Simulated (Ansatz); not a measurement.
## What a change does: single-point calculation on Cu

System: Cu (2 atoms in the cell).
Method of the first run: DFT, revPBE, plane waves (420 eV) with PAW, scalar-relativistic, no spin polarisation (Ansatz 0.2.0).

Text and figures count atoms from 1; the logs count them from 0 in places.

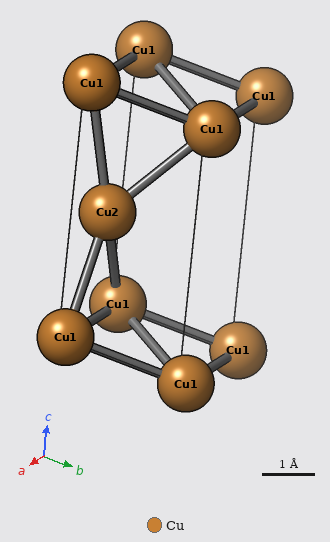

Figure 1. The structure as given in the input (ball-and-stick view of the cell of the calculation, seen slightly off an axis; atoms are numbered from 1 in the order of the input). Near neighbours in the crystal (not all of them lie inside the picture): Cu has 12 Cu at 2.59 Å.

**The input, the first run**
```yaml
crystal:
  lattice:
    - [-1.7403841626, 1.4321713762, 1.2764414714]
    - [1.4321713762, -1.7403841626, 1.2764414714]
    - [3.2580937481, 3.2580937481, -1.8409337542]
  atoms:
    - { symbol: Cu, position: [0.9585276499, 0.0414723501, 1.0] }
    - { symbol: Cu, position: [0.7914723501, 0.2085276499, 0.5] }
hamiltonian:
  xc: revpbe
  pseudopotentials:
    kind: paw
    azcp:
      Cu: "pseudopotentials/Cu.paw.azcp"
basis:
  ecutwfc: 420
  fft_grid_basis: typed
kpoints:
  mp_grid: { grid: [18, 18, 9], shift: [0, 0, 0] }
magnetization:
  spin_polarized: false
scf:
  occupations: { method: fermi_dirac, width: 0.1 }
  lower_state_search: "off"
output:
  stress: true
  write_density: true
  write_potential: true
  elf: true
  volumetric_format: npy
```

Hardware: 2 threads of an Arm (aarch64) CPU, shared host.

**Output, shortened to warnings, some set-up lines, iterations and results (the first run)**
```
Basis set: ecut = 420 eV, 489 PW (Γ)
Symmetry: 4 space group operations
k-points: 775 of 2916
Initial density: superposition of atomic densities (neutral atoms: chi_scale 0, normalization atom), corrected by the library's trained network
[...]
SCF iter   1: F=—  HF=-13257.742061 eV  |F-HF|=—  |Δ(HF+E_count)|=         —  Δρ=6.66e-3  dr2=5.43e-3  ethr=1.77e-3  ⟨swp⟩=4.7  Hψ=64931  notcnv=0
SCF iter   2: F=—  HF=-13257.741319 eV  |F-HF|=—  |Δ(HF+E_count)|=   7.42e-4  Δρ=1.82e-3  dr2=4.16e-4  ethr=1.43e-5  ⟨swp⟩=2.7  Hψ=33608  notcnv=0
SCF iter   3: F=—  HF=-13257.741333 eV  |F-HF|=—  |Δ(HF+E_count)|=   1.41e-5  Δρ=5.29e-4  dr2=3.12e-5  ethr=1.09e-6  ⟨swp⟩=1.1  Hψ=17999  notcnv=0
SCF iter   4: F=—  HF=-13257.741339 eV  |F-HF|=—  |Δ(HF+E_count)|=   6.40e-6  Δρ=3.45e-5  dr2=7.38e-8  ethr=8.22e-8  ⟨swp⟩=2.5  Hψ=25452  notcnv=0
SCF iter   5: F=-13257.741339 eV  HF=-13257.741339 eV  |F-HF|=1.17e-9  |Δ(HF+E_count)|=   2.45e-7  Δρ=5.03e-6  dr2=4.25e-9  ethr=1.94e-10  ⟨swp⟩=2.2  Hψ=32251  notcnv=0
SCF iter   6: F=-13257.741339 eV  HF=-13257.741339 eV  |F-HF|=4.37e-11  |Δ(HF+E_count)|=  9.73e-10  Δρ=4.97e-7  dr2=4.76e-11  ethr=1.12e-11  ⟨swp⟩=5.1  Hψ=98390  notcnv=0
SCF 1 converged in 6 iterations: F = -13257.741339 eV  dr2 = 4.76e-11
SCF converged after 6 iterations
Free energy (F): -13257.741339 eV
Harris-Foulkes:  -13257.741339 eV  (|F-HF|=4.37e-11)
Internal energy: -13257.717156 eV  (E = F + TS)
E sigma→0 (E₀):  -13257.729248 eV
Entropy (-TS):   -0.024184 eV (-12.092 meV/atom)
Fermi energy:    16.005958 eV
--- Per-component energies (eV) ---
  E_band       = -743.404624
  E_kinetic    = 598.621101
  E_local      = -8249.864498  (includes V_loc(G=0)·N_el)
  E_nonlocal   = 780.289205
  E_hartree    = 3631.398899
  E_xc         = -178.515740
  E_vxc        = -230.077352  (∫ρ·V_xc dr)
  E_paw        = -3334.515837  (= ΣΔE_a)
  E_vpaw       = -905.171863  (= ΣTr[D̂ρ^β])
  E_aug_tail   = 0.000539  (compensation charges beyond the density's cutoff)
  E_ewald      = -6505.070918
  E_core_change = -0.059906  (= ΣΔE_core)
  E_smearing   = -0.024184  (= −TS)
  E_closure    = -0.000000  (closes the sum)
  Σ components = -13257.741339   (vs F -13257.741339, Δ=0.00e0)
--- Stress (GPa, compression-positive) ---
        0.027335       0.222312       0.063426
        0.222312       0.027335       0.063426
        0.063426       0.063426      -0.243700
  P = ⅓ Tr σ = -0.0630 GPa (-0.630 kbar)
```

The input of the second run differs as follows (lines with − go, lines with + come):
```diff
-    - [-1.7403841626, 1.4321713762, 1.2764414714]
-    - [1.4321713762, -1.7403841626, 1.2764414714]
-    - [3.2580937481, 3.2580937481, -1.8409337542]
+    - [-1.7856090336, 1.4693871629, 1.3096105281]
+    - [1.4693871629, -1.7856090336, 1.3096105281]
+    - [3.3427571648, 3.3427571648, -1.8887714634]
```

How does the second run compare with the first run?

With the same functional and potentials, the second run lies 27.0 meV per atom higher. The pressure goes from −0.06 to −8.08 GPa. The volume per atom goes from 12.29 to 13.28 Å³. The cell is scaled evenly with the atoms at fixed fractional positions, so −ΔP/Δ ln V estimates the bulk modulus midway between the two volumes: about 100 GPa. The number of SCF iterations is the same. The plane waves at Γ go from 489 to 549.

**Output, shortened to warnings, some set-up lines, iterations and results (the second run)**
```
Basis set: ecut = 420 eV, 549 PW (Γ)
Symmetry: 4 space group operations
k-points: 775 of 2916
Initial density: superposition of atomic densities (neutral atoms: chi_scale 0, normalization atom), corrected by the library's trained network
[...]
SCF iter   1: F=—  HF=-13257.688153 eV  |F-HF|=—  |Δ(HF+E_count)|=         —  Δρ=6.56e-3  dr2=5.75e-3  ethr=1.77e-3  ⟨swp⟩=4.7  Hψ=65095  notcnv=0
SCF iter   2: F=—  HF=-13257.687352 eV  |F-HF|=—  |Δ(HF+E_count)|=   8.00e-4  Δρ=1.07e-3  dr2=1.45e-4  ethr=1.51e-5  ⟨swp⟩=2.3  Hψ=32502  notcnv=0
SCF iter   3: F=—  HF=-13257.687380 eV  |F-HF|=—  |Δ(HF+E_count)|=   2.71e-5  Δρ=8.19e-4  dr2=9.67e-5  ethr=3.82e-7  ⟨swp⟩=2.4  Hψ=28810  notcnv=0
SCF iter   4: F=—  HF=-13257.687383 eV  |F-HF|=—  |Δ(HF+E_count)|=   3.31e-6  Δρ=9.68e-5  dr2=1.50e-6  ethr=2.55e-7  ⟨swp⟩=2.3  Hψ=23714  notcnv=0
SCF iter   5: F=—  HF=-13257.687385 eV  |F-HF|=—  |Δ(HF+E_count)|=   2.38e-6  Δρ=3.85e-5  dr2=2.94e-7  ethr=3.95e-9  ⟨swp⟩=2.0  Hψ=26818  notcnv=0
SCF iter   6: F=-13257.687385 eV  HF=-13257.687385 eV  |F-HF|=1.07e-8  |Δ(HF+E_count)|=   1.09e-7  Δρ=8.04e-6  dr2=1.69e-8  ethr=2.63e-10  ⟨swp⟩=7.6  Hψ=113730  notcnv=0
SCF 1 converged in 6 iterations: F = -13257.687385 eV  dr2 = 1.69e-8
SCF converged after 6 iterations
Free energy (F): -13257.687385 eV
Harris-Foulkes:  -13257.687385 eV  (|F-HF|=1.07e-8)
Internal energy: -13257.662944 eV  (E = F + TS)
E sigma→0 (E₀):  -13257.675165 eV
Entropy (-TS):   -0.024441 eV (-12.221 meV/atom)
Fermi energy:    14.484366 eV
--- Per-component energies (eV) ---
  E_band       = -794.044526
  E_kinetic    = 596.977967
  E_local      = -8529.931066  (includes V_loc(G=0)·N_el)
  E_nonlocal   = 782.774621
  E_hartree    = 3747.112997
  E_xc         = -177.218715
  E_vxc        = -228.277241  (∫ρ·V_xc dr)
  E_paw        = -3337.005095  (= ΣΔE_a)
  E_vpaw       = -909.818946  (= ΣTr[D̂ρ^β])
  E_aug_tail   = 0.000503  (compensation charges beyond the density's cutoff)
  E_ewald      = -6340.314251
  E_core_change = -0.059906  (= ΣΔE_core)
  E_smearing   = -0.024441  (= −TS)
  E_closure    = -0.000000  (closes the sum)
  Σ components = -13257.687385   (vs F -13257.687385, Δ=0.00e0)
--- Stress (GPa, compression-positive) ---
       -7.998218       0.228093       0.059305
        0.228093      -7.998218       0.059305
        0.059305       0.059305      -8.234441
  P = ⅓ Tr σ = -8.0770 GPa (-80.770 kbar)
```

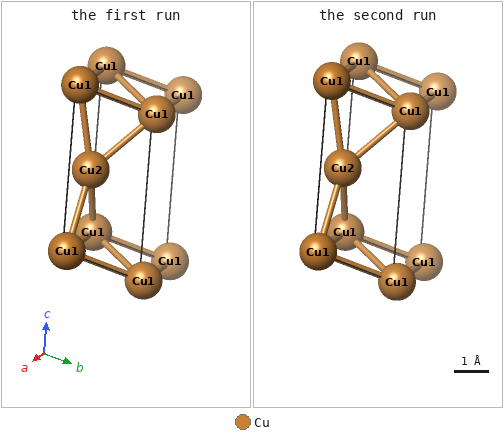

Figure 2. The two input geometries at one scale (ball-and-stick view of the cell of the calculation, seen slightly off an axis). No atom moves by more than 0.005 Å relative to the cell. The volume changes by +8.0 %, with a = b 2.590 → 2.658 Å (+2.6 %), c 4.962 → 5.091 Å (+2.6 %). Among the contacts that change: Cu1–Cu1 2.590 → 2.658 Å.

**The two runs side by side**

| quantity | the first run | the second run |
| --- | --- | --- |
| outcome | converged | converged |
| free energy per atom (eV) | −6628.8707 | −6628.8437 |
| energy per atom, smearing taken to zero (eV) | −6628.8646 | −6628.8376 |
| pressure (GPa) | −0.06 | −8.08 |
| volume per atom (Å³) | 12.29 | 13.28 |
| SCF iterations | 6 | 6 |
| irreducible k-points | 775 | 775 |
| plane waves at Γ | 489 | 549 |
| wall time (shared host) | 13 s | 14 s |

For the second run: The cell is under a tension of 8.1 GPa at this level, so it is not at its equilibrium volume.
